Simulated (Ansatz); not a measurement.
## What a change does: single-point calculation on IrO$_{2}$

System: IrO$_{2}$ (P4₂/mnm, 6 atoms in the cell).
Method of the first run: DFT PBEsol+U, scalar-relativistic, plane waves, PAW, Ueff = 6 eV on Ir atom 1 d; Ueff = 6 eV on Ir atom 2 d, spin-polarised (Ansatz 0.2.0).

The structure derives from an entry of the Crystallography Open Database. Text and figures count atoms from 1; the logs count them from 0 in places.

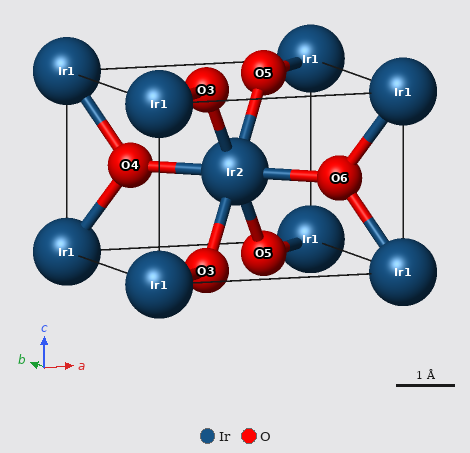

**Figure 1.** The structure (ball-and-stick view of the cell of the calculation, seen slightly off an axis; atoms are numbered from 1 in the order of the input). Near neighbours in the crystal (not all of them lie inside the picture): Ir has 6 O at 1.98 Å; O has 3 Ir at 1.98 Å.

### Input, the first run
```yaml
crystal:
  lattice:
    - [4.49900026, 0.0, 0.0]
    - [0.0, 4.49900026, 0.0]
    - [0.0, 0.0, 3.14600018]
  atoms:
    - { symbol: Ir, position: [0.0, 0.0, 0.0], spin: 5.0 }
    - { symbol: Ir, position: [0.5, 0.5, 0.5], spin: 5.0 }
    - { symbol: O, position: [0.311, 0.311, 0.0] }
    - { symbol: O, position: [0.189, 0.811, 0.5] }
    - { symbol: O, position: [0.689, 0.689, 0.0] }
    - { symbol: O, position: [0.811, 0.189, 0.5] }
basis:
  ecutwfc: 420
  ecutrho_ratio: 4
kpoints:
  mp_grid: { grid: [4, 4, 6] }
hamiltonian:
  xc: pbesol
  hubbard:
    sites:
      - { site: 0, l: d, u_eff: 6.0, starting_ns: [{ spin: up, occupation_matrix: s0up }, { spin: down, occupation_matrix: s0down }] }
      - { site: 1, l: d, u_eff: 6.0, starting_ns: [{ spin: up, occupation_matrix: s1up }, { spin: down, occupation_matrix: s1down }] }
    occupation_matrices:
      s0up:
        matrix:
          - [0.97, 0.0, 0.0, 0.0, 0.0]
          - [0.0, 0.97, 0.0, 0.0, 0.0]
          - [0.0, 0.0, 0.97, 0.0, 0.0]
          - [0.0, 0.0, 0.0, 0.97, 0.0]
          - [0.0, 0.0, 0.0, 0.0, 0.97]
      s0down:
        matrix:
          - [0.02, 0.0, 0.0, 0.0, 0.0]
          - [0.0, 0.02, 0.0, 0.0, 0.0]
          - [0.0, 0.0, 0.02, 0.0, 0.0]
          - [0.0, 0.0, 0.0, 0.02, 0.0]
          - [0.0, 0.0, 0.0, 0.0, 0.02]
      s1up:
        matrix:
          - [0.97, 0.0, 0.0, 0.0, 0.0]
          - [0.0, 0.97, 0.0, 0.0, 0.0]
          - [0.0, 0.0, 0.97, 0.0, 0.0]
          - [0.0, 0.0, 0.0, 0.97, 0.0]
          - [0.0, 0.0, 0.0, 0.0, 0.97]
      s1down:
        matrix:
          - [0.02, 0.0, 0.0, 0.0, 0.0]
          - [0.0, 0.02, 0.0, 0.0, 0.0]
          - [0.0, 0.0, 0.02, 0.0, 0.0]
          - [0.0, 0.0, 0.0, 0.02, 0.0]
          - [0.0, 0.0, 0.0, 0.0, 0.02]
    ns_hold: { iters: 8 }
scf:
  occupations: { method: gaussian, width: 0.05 }
  lower_state_search: "off"
  max_iter: 150
output:
  forces: true
  stress: true
  eigenvalues: true
  populations: true
  hubbard: { sites: [{ site: 0, l: d }, { site: 1, l: d }] }
magnetization:
  spin_polarized: true
  initial_magnetization: 10.0
  spin_locking: { lock_magnetization: hard }
```

Launched with:
```bash
ansatz run input.yaml --threads 4 --pin off --max-ram 6144MiB --backend cpu --events-out ev --progress --plain --runs-dir out
```

Hardware: 4 threads of Arm Neoverse V2, 24 GiB of memory available, shared host.

### Output, shortened to warnings, some set-up lines, iterations and results (the first run)
```
Warning: output.stress: scf.convergence.dr2_threshold = 1e-7 eV (the SCF's general default) is looser than the 6e-10 eV advised for a printed stress (1e-10 eV for each atom of the cell: 6). What an SCF threshold leaves in a stress goes as its square root, and in the free energy as the threshold itself, and one threshold admits the most on a small cell: of the crystals measured, under no hybrid …
Basis set: ecut = 420 eV, 1243 PW (Γ), exchange–correlation on 64×64×48 points (8 copies of the dense FFT grid, shifted against one another)
Symmetry: 16 space group operations
k-points: 24 of 96
Initial density: superposition of atomic densities (chi_scale 0.1, normalization cell, long waves kept (reshape's long-wave potential 0.00 eV rms))
[...]
SCF iter   1: F=—  HF=-25812.629495 eV  |F-HF|=—  |Δ(HF+E_count)|=         —  Δρ=1.07e-1 (↑1.07e-1 ↓8.72e-2)  dr2=7.64e0  dr2_m=3.74e0  M=10.000 μB ∫|m|=10.000 μB  β_m=0.30  …
SCF iter   2: F=—  HF=-25811.602917 eV  |F-HF|=—  |Δ(HF+E_count)|=    1.03e0  Δρ=6.78e-2 (↑6.55e-2 ↓6.78e-2)  dr2=1.39e0  dr2_m=2.20e0  M=10.000 μB ∫|m|=10.000 μB  β_m=0.50  …
SCF iter   3: F=—  HF=-25811.955005 eV  |F-HF|=—  |Δ(HF+E_count)|=   3.52e-1  Δρ=2.59e-2 (↑2.21e-2 ↓2.59e-2)  dr2=8.44e-2  dr2_m=3.04e-1  M=10.000 μB ∫|m|=10.000 μB  β_m=0.63 …
SCF iter   4: F=—  HF=-25812.052377 eV  |F-HF|=—  |Δ(HF+E_count)|=   9.74e-2  Δρ=2.78e-3 (↑2.20e-3 ↓2.78e-3)  dr2=1.66e-3  dr2_m=2.87e-3  M=10.000 μB ∫|m|=10.000 μB  β_m=0.81 …
SCF iter   5: F=—  HF=-25812.054440 eV  |F-HF|=—  |Δ(HF+E_count)|=   2.06e-3  Δρ=6.78e-4 (↑2.57e-4 ↓6.78e-4)  dr2=3.91e-4  dr2_m=8.63e-5  M=10.000 μB ∫|m|=10.000 μB  β_m=0.91 …
[... 10 lines ...]
SCF iter  16: F=—  HF=-25814.374399 eV  |F-HF|=—  |Δ(HF+E_count)|=   1.55e-4  Δρ=5.02e-4 (↑1.17e-4 ↓5.02e-4)  dr2=8.70e-5  dr2_m=3.89e-5  M=10.000 μB ∫|m|=10.000 μB  β_m=0.84 …
SCF iter  17: F=—  HF=-25814.374728 eV  |F-HF|=—  |Δ(HF+E_count)|=   3.28e-4  Δρ=1.78e-4 (↑6.10e-5 ↓1.78e-4)  dr2=1.65e-5  dr2_m=4.29e-6  M=10.000 μB ∫|m|=10.000 μB  β_m=0.92 …
SCF iter  18: F=—  HF=-25814.374766 eV  |F-HF|=—  |Δ(HF+E_count)|=   3.88e-5  Δρ=3.38e-5 (↑1.50e-5 ↓3.38e-5)  dr2=7.45e-7  dr2_m=1.62e-7  M=10.000 μB ∫|m|=10.000 μB  β_m=0.96 …
SCF iter  19: F=-25814.374769 eV  HF=-25814.374769 eV  |F-HF|=2.62e-8  |Δ(HF+E_count)|=   2.23e-6  Δρ=6.29e-6 (↑3.01e-6 ↓6.29e-6)  dr2=4.66e-8  dr2_m=5.05e-9  M=10.000 μB …
SCF 1 converged in 19 iterations: F = -25814.374769 eV  dr2 = 4.66e-8
SCF converged after 19 iterations
Stability checked in part: among states of this total moment the steps that led to this state did not find it unstable. No probe was made; neither looks for a lower state of another moment (fixed_total_moment; see scf.lower_state_search)
Magnetization: 10.0000 μB (34.0000 up, 24.0000 down)
Absolute magnetization: 10.0000 μB (∫|ρ↑−ρ↓|, with the PAW one-centre terms)
Spin contamination: 0.0069 ħ² per cell (⟨S²⟩ above its minimum at these occupations)
Per-site moments (μB) at R_I (Å): [(2.5196549924086424, 0.8162352719715799), (2.5196549924086433, 0.8162352719715799), (0.6325859703159987, 0.8162352719715799), (0.6325859703159982, 0.8162352719715799), (0.6325859703159987, 0.81623527197158), (0.6325859703159983, 0.8162352719715799)]
Free energy (F): -25814.374769 eV
Harris-Foulkes:  -25814.374769 eV  (|F-HF|=2.62e-8)
Internal energy: -25814.374294 eV  (E = F + TS)
E sigma→0 (E₀):  -25814.374531 eV
Entropy (-TS):   -0.000475 eV (-0.079 meV/atom)
Fermi energy:    15.738931 (↑ 18.273721, ↓ 13.501840) eV
--- Per-component energies (eV) ---
  E_band       = -465.222494
  E_kinetic    = 1962.040858
  E_local      = -4474.175859  (includes V_loc(G=0)·N_el)
  E_nonlocal   = 359.419370
  E_hartree    = 1651.766370
  E_xc         = -822.020816
  E_vxc        = -970.358372  (∫ρ·V_xc dr)
  E_hubbard    = 6.421430  (on-site DFT+U / exact-exchange correction)
  E_vhub       = -26.286270  (the Hubbard potential's part of the band-sum identity)
  E_paw        = -18793.710967  (= ΣΔE_a)
  E_vpaw       = -619.415062  (= ΣTr[D̂ρ^β])
  E_aug_tail   = 0.010325  (compensation charges beyond the density's cutoff)
  E_ewald      = -5704.796725
  E_core_change = 0.671721  (= ΣΔE_core)
  E_smearing   = -0.000475  (= −TS)
  E_closure    = 0.000000  (closes the sum)
  Σ components = -25814.374769   (vs F -25814.374769, Δ=0.00e0)
--- Specified on-site occupations, and those of the state reported ---
  electrons in the specified blocks: 9.9000 specified, 13.0430 found
  site 0 (l=d) ↓: largest change of an orbital's occupation 0.3948; electrons 0.1000 specified, 1.5689 found; spectral distance 0.6963
  site 1 (l=d) ↓: largest change of an orbital's occupation 0.3948; electrons 0.1000 specified, 1.5689 found; spectral distance 0.6963
  site 0 (l=d) ↑: largest change of an orbital's occupation 0.0257; electrons 4.8500 specified, 4.9526 found; spectral distance 0.0470
  site 1 (l=d) ↑: largest change of an orbital's occupation 0.0257; electrons 4.8500 specified, 4.9526 found; spectral distance 0.0470
--- Forces (eV/Å), atoms counted from 1 ---
  atom   1  Ir     0.00000000    -0.00000000     0.00000000
  atom   2  Ir     0.00000000     0.00000000     0.00000000
[...]
```

The input of the second run differs as follows (lines with − go, lines with + come):
```diff
-    - { symbol: Ir, position: [0.0, 0.0, 0.0], spin: 5.0 }
-    - { symbol: Ir, position: [0.5, 0.5, 0.5], spin: 5.0 }
+    - { symbol: Ir, position: [0.0, 0.0, 0.0], spin: 3.75 }
+    - { symbol: Ir, position: [0.5, 0.5, 0.5], spin: 3.75 }
-  initial_magnetization: 10.0
+  initial_magnetization: 7.5
```

Predict how the results change.

The total moment is fixed by the input in the first run and the second run, so the state need not be the lowest. With the same functional and potentials, the second run lies 757.1 meV per atom lower. The net moment of the cell goes from 10.00 to 7.50 μB. The pressure goes from 78.71 to 54.55 GPa. The largest force goes from 1.106 to 1.058 eV/Å. On the same kind of shared host the second run took about 4.1 times as long.

### Output, shortened to warnings, some set-up lines, iterations and results (the second run)
```
Warning: output.stress: scf.convergence.dr2_threshold = 1e-7 eV (the SCF's general default) is looser than the 6e-10 eV advised for a printed stress (1e-10 eV for each atom of the cell: 6). What an SCF threshold leaves in a stress goes as its square root, and in the free energy as the threshold itself, and one threshold admits the most on a small cell: of the crystals measured, under no hybrid …
Basis set: ecut = 420 eV, 1243 PW (Γ), exchange–correlation on 64×64×48 points (8 copies of the dense FFT grid, shifted against one another)
Symmetry: 16 space group operations
k-points: 24 of 96
Initial density: superposition of atomic densities (chi_scale 0.1, normalization cell, long waves kept (reshape's long-wave potential 0.00 eV rms))
[...]
SCF iter   1: F=—  HF=-25814.224919 eV  |F-HF|=—  |Δ(HF+E_count)|=         —  Δρ=6.72e-2 (↑6.72e-2 ↓6.68e-2)  dr2=3.07e0  dr2_m=1.79e0  M=7.500 μB ∫|m|=7.500 μB  β_m=0.30  …
SCF iter   2: F=—  HF=-25814.050862 eV  |F-HF|=—  |Δ(HF+E_count)|=   1.74e-1  Δρ=4.92e-2 (↑4.45e-2 ↓4.92e-2)  dr2=9.80e-1  dr2_m=9.83e-1  M=7.500 μB ∫|m|=7.500 μB  β_m=0.58  …
SCF iter   3: F=—  HF=-25814.210647 eV  |F-HF|=—  |Δ(HF+E_count)|=   1.60e-1  Δρ=1.08e-2 (↑9.96e-3 ↓1.08e-2)  dr2=5.44e-2  dr2_m=4.51e-2  M=7.500 μB ∫|m|=7.501 μB  β_m=0.66  …
SCF iter   4: F=—  HF=-25814.226387 eV  |F-HF|=—  |Δ(HF+E_count)|=   1.57e-2  Δρ=2.06e-3 (↑1.47e-3 ↓2.06e-3)  dr2=3.71e-3  dr2_m=6.37e-4  M=7.500 μB ∫|m|=7.501 μB  β_m=0.83  …
SCF iter   5: F=—  HF=-25814.228601 eV  |F-HF|=—  |Δ(HF+E_count)|=   2.21e-3  Δρ=3.51e-4 (↑3.00e-4 ↓3.51e-4)  dr2=3.39e-4  dr2_m=3.29e-6  M=7.500 μB ∫|m|=7.501 μB  β_m=0.92  …
[... 41 lines ...]
SCF iter  47: F=—  HF=-25818.917071 eV  |F-HF|=—  |Δ(HF+E_count)|=   2.95e-4  Δρ=2.67e-4 (↑2.01e-4 ↓2.67e-4)  dr2=3.98e-5  dr2_m=1.84e-5  M=7.500 μB ∫|m|=7.500 μB  …
SCF iter  48: F=—  HF=-25818.917126 eV  |F-HF|=—  |Δ(HF+E_count)|=   5.49e-5  Δρ=2.95e-5 (↑2.90e-5 ↓2.95e-5)  dr2=2.34e-6  dr2_m=6.20e-8  M=7.500 μB ∫|m|=7.500 μB  …
SCF iter  49: F=-25818.917126 eV  HF=-25818.917126 eV  |F-HF|=8.62e-9  |Δ(HF+E_count)|=   1.82e-7  Δρ=3.04e-6 (↑3.04e-6 ↓2.18e-6)  dr2=1.08e-8  dr2_m=1.03e-9  M=7.500 μB …
SCF iter  50: F=-25818.917126 eV  HF=-25818.917126 eV  |F-HF|=8.62e-9  |Δ(HF+E_count)|=    0.00e0  Δρ=3.04e-6 (↑3.04e-6 ↓2.18e-6)  dr2=1.08e-8  dr2_m=1.03e-9  M=7.500 μB …
SCF 1 converged in 50 iterations: F = -25818.917126 eV  dr2 = 1.08e-8
SCF converged after 50 iterations
Stability checked in part: among states of this total moment the SCF's own minimisation did not find this state unstable. No probe was made; neither looks for a lower state of another moment (fixed_total_moment; see scf.lower_state_search)
Magnetization: 7.5000 μB (32.7500 up, 25.2500 down)
Absolute magnetization: 7.5000 μB (∫|ρ↑−ρ↓|, with the PAW one-centre terms)
Spin contamination: 0.0408 ħ² per cell (⟨S²⟩ above its minimum at these occupations)
Per-site moments (μB) at R_I (Å): [(1.9674491183487457, 0.8162352719715799), (1.9674491183487446, 0.8162352719715799), (0.41136339060695826, 0.8162352719715799), (0.41136339060695815, 0.8162352719715799), (0.41136339060695837, 0.81623527197158), (0.41136339060695826, 0.8162352719715799)]
Free energy (F): -25818.917126 eV
Harris-Foulkes:  -25818.917126 eV  (|F-HF|=8.62e-9)
Internal energy: -25818.914651 eV  (E = F + TS)
E sigma→0 (E₀):  -25818.915888 eV
Entropy (-TS):   -0.002475 eV (-0.412 meV/atom)
Fermi energy:    15.377743 (↑ 16.923502, ↓ 13.831983) eV
--- Per-component energies (eV) ---
  E_band       = -470.142138
  E_kinetic    = 1956.624062
  E_local      = -4472.480084  (includes V_loc(G=0)·N_el)
  E_nonlocal   = 354.819388
  E_hartree    = 1651.312493
  E_xc         = -821.600851
  E_vxc        = -969.735679  (∫ρ·V_xc dr)
  E_hubbard    = 7.273947  (on-site DFT+U / exact-exchange correction)
  E_vhub       = -26.018100  (the Hubbard potential's part of the band-sum identity)
  E_paw        = -18790.748723  (= ΣΔE_a)
  E_vpaw       = -615.993432  (= ΣTr[D̂ρ^β])
  E_aug_tail   = 0.010120  (compensation charges beyond the density's cutoff)
  E_ewald      = -5704.796725
  E_core_change = 0.671721  (= ΣΔE_core)
  E_smearing   = -0.002475  (= −TS)
  E_closure    = 0.000000  (closes the sum)
  Σ components = -25818.917126   (vs F -25818.917126, Δ=0.00e0)
--- Specified on-site occupations, and those of the state reported ---
  electrons in the specified blocks: 9.9000 specified, 13.5220 found
  site 1 (l=d) ↓: largest change of an orbital's occupation 0.7831; electrons 0.1000 specified, 2.0501 found; spectral distance 1.0038
  site 0 (l=d) ↓: largest change of an orbital's occupation 0.7831; electrons 0.1000 specified, 2.0501 found; spectral distance 1.0038
  site 1 (l=d) ↑: largest change of an orbital's occupation 0.1465; electrons 4.8500 specified, 4.7109 found; spectral distance 0.1624
  site 0 (l=d) ↑: largest change of an orbital's occupation 0.1465; electrons 4.8500 specified, 4.7109 found; spectral distance 0.1624
--- Forces (eV/Å), atoms counted from 1 ---
  atom   1  Ir     0.00000000    -0.00000000     0.00000000
  atom   2  Ir     0.00000000     0.00000000     0.00000000
[...]
```

### The two runs side by side

| quantity | the first run | the second run |
| --- | --- | --- |
| outcome | converged | converged |
| free energy per atom (eV) | −4302.3958 | −4303.1529 |
| energy per atom, smearing taken to zero (eV) | −4302.3958 | −4303.1526 |
| gap on the mesh (eV) | 0.00 | 0.00 |
| net moment of the cell (μB) | 10.00 | 7.50 |
| absolute moment of the cell (μB) | 10.00 | 7.50 |
| pressure (GPa) | 78.71 | 54.55 |
| largest force (eV/Å) | 1.106 | 1.058 |
| irreducible k-points | 24 | 24 |
| plane waves at Γ | 1243 | 1243 |
| wall time (shared host) | 5.6 s | 23 s |

For both runs: Spin–orbit coupling is left out, which matters for Ir. For the first run: Warnings: the SCF threshold is looser than advised for the printed stress. The cell is under a pressure of 79 GPa at this level, so it is not at its equilibrium volume. For the second run: Warnings: the typed occupations were not kept; the SCF threshold is looser than advised for the printed stress. The cell is under a pressure of 55 GPa at this level, so it is not at its equilibrium volume.
